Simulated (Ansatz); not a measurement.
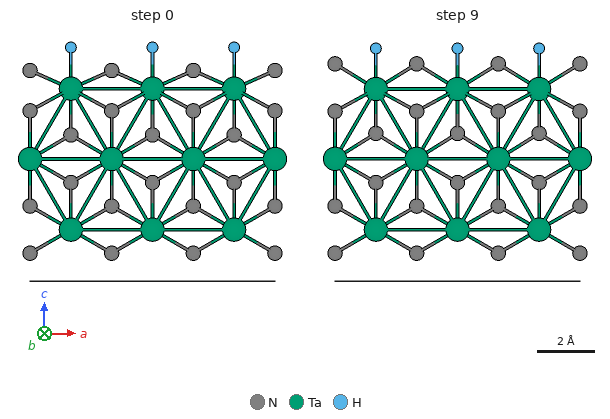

The structure of a slab of composition Ta6HN6 (cut from the P6_3/mmc phase) before (left) and after (right) a constrained relaxation, at one scale.

The picture is a ball-and-stick view of the 3 × 1 repeat of the cell, outlined in the plane, without the vacuum, seen along the b axis.

Case: H put at a hollow Ta-Ta site. The slab is the (1 0 0) face of TaN with H on it. 5 atoms are held fixed.

All numbers below come from DFT r2SCAN, scalar-relativistic, plane waves, PAW in Ansatz. Set-up: plane-wave cutoff 500 eV; k-point mesh 10 × 5 × 1; occupations gaussian; smearing width 0.1 eV; no spin polarisation; dipole correction; atoms relaxed in a fixed cell; force threshold 0.03 eV/Å; at most 70 steps.

Q: Describe what moved and what it gained.

A: The largest move is that of an N atom, 0.24 Å along the normal (+c). Largest moves by element: N 0.24 Å, Ta 0.08 Å, H 0.04 Å. The cell stays as it was. Some distances before and after: Ta–Ta 2.793 → 2.954 Å, Ta–Ta 3.099 → 2.937 Å, N–Ta 2.114 → 2.255 Å, N–Ta 2.265 → 2.212 Å. Bond angles that change, for instance: Ta–N–Ta 144.5° → 133.3°, Ta–N–Ta 86.7° → 80.1°, Ta–N–Ta 80.6° → 86.2°. After 8 accepted moves (9 points after the start) the energy has fallen by 0.213 eV per cell of the calculation. The largest force component goes from 1.5 to 0.022 eV/Å. The line search rejected the trial step at point 6 of the run. The run took 2.6 min on 4 threads of Intel(R) Xeon(R) 6975P-C (Granite Rapids) (shared host), peak memory 2.2 GiB.

Limits of the set-up: the cell has an odd number of electrons but was run without spin polarisation; the periodic images lie only 2.9 Å apart, so the values are limited by the cell's size.
